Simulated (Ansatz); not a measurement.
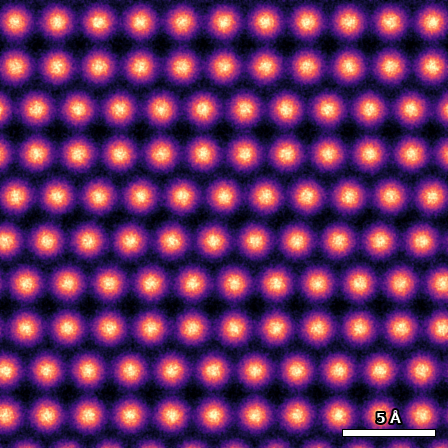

HAADF-like image of Rh (Fmmm, No. 69) along [110]. Simulation: incoherent imaging, intensity Z^1.7 per atom, probe width 1.30 Å, thin sample. The probe carries 25 % of its weight in a tail 2.5 times as wide. Shot noise was added.

One planar defect was built into the perfect crystal by geometry alone, without relaxation. Host structure: the end point of a relaxation with DFT r2SCAN, scalar-relativistic, plane waves, PAW (Ansatz); the starting structure was generated, so it need not be a known form of this composition.

Question: Where does the periodic pattern break, and how?

Answer: A planar fault (a stacking fault) runs horizontally about 12 Å below the top edge. The part above it is shifted along the boundary by 1/4 of the 2.29 Å repeat of the rows (0.6 Å to the right, the same as 1.7 Å to the left); both parts keep the same orientation.
